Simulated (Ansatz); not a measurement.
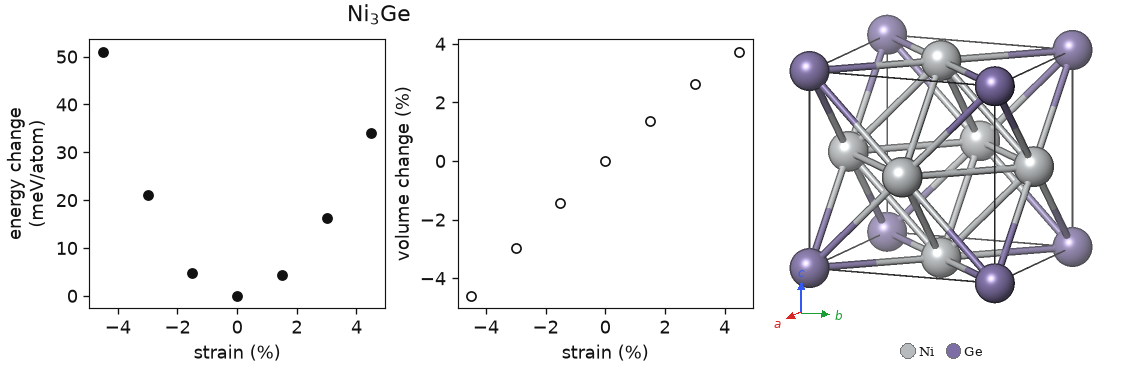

Caption: Energy change and volume change against strain for Ni₃Ge, space group Pm-3m (No. 221). The cell is drawn beside the plot.

The energy rises on both sides of the starting structure, which is therefore a minimum along this path. The energy change is 51.03 meV/atom at strain −4.5 % and 34.08 meV/atom at 4.5 %; the lowest computed point is at strain 0.0 % (0.00 meV/atom), and no other minimum shows. The volume change rises from −4.60 % at strain −4.5 % to 3.73 % at 4.5 %. The solid is metallic at every point.

Calculation (Ansatz 0.2.0): energy, stress and cell of a relaxed crystal along a series of strains, atoms and what the cell freedom names relaxed within the symmetry; plane waves with PAW datasets, Γ-centred k mesh; energies extrapolated to zero smearing. Level: r2SCAN, no spin polarisation.

- wave cutoff: 500 eV
- k mesh: 14×14×14
- occupations: Gaussian
- smearing width: 0.1 eV
- strain kind: biaxial in the ab plane
- cell freedom: length and tilt of c free

Cell as given: a = 3.533 Å, b = 3.533 Å, c = 3.533 Å, α = 90.00°, β = 90.00°, γ = 90.00°; 4 atoms.

Note: no spin polarisation, a magnetic state may lie lower.
